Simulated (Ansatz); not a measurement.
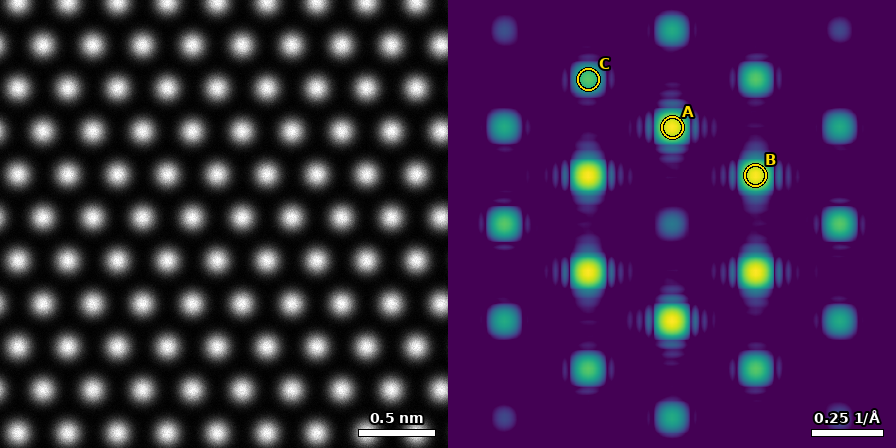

Z-contrast image of Tm (Im-3m, No. 229) along [111]. Simulation: incoherent imaging, intensity Z^1.8 per atom, probe width 1.30 Å, thin sample. Shot noise was added. Model: the input geometry of an electronic-structure calculation (not necessarily at equilibrium); the starting structure was generated, so it need not be a known form of this composition.

The right panel is the modulus of the image's Fourier transform on a logarithmic scale.

a = 4.082 Å, b = 4.082 Å, c = 4.082 Å, α = 90.00°, β = 90.00°, γ = 90.00°

Question: Index the marked spots and give their plane spacings (the zone axis points at the viewer; indices equivalent by symmetry, or all signs reversed, are as good).

Answer: A: (0 -1 1), d = 2.89 Å; B: (-1 0 1), d = 2.89 Å; C: (1 -2 1), d = 1.67 Å. A and B enclose 60°, and every spot obeys the zone law hu + kv + lw = 0 for [111].
